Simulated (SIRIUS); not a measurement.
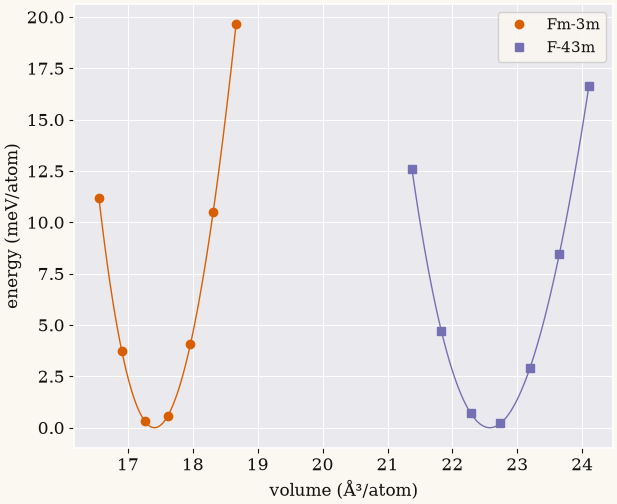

Computed with SIRIUS 7.12.0: plane-wave DFT, no spin polarisation; energies at scaled volumes of the given cell, shape and fractions fixed, counted from the fit's minimum, third-order Birch-Murnaghan fit. Level: PBEsol.

```json
{"setting": "occupations", "value": "Fermi–Dirac"}
{"setting": "smearing width", "value": "0.05 eV"}
{"setting": "potentials", "value": "dojo sr pbesol 0.4.1 standard"}
{"setting": "wave cutoff", "value": "1152 eV"}
{"setting": "density cutoff", "value": "4606 eV"}
```

Energy against volume, with one curve for each structure, for MgS. Each energy curve has its own zero, so the curves don't rank the structures.

Settings that differ: Fm-3m: k mesh 9×9×9; F-43m: k mesh 8×8×8.

The fitted equilibrium volumes, smallest first, are Fm-3m 17.409, F-43m 22.577 Å³/atom. The fitted bulk moduli, smallest first, are F-43m 57.7, Fm-3m 78.1 GPa.
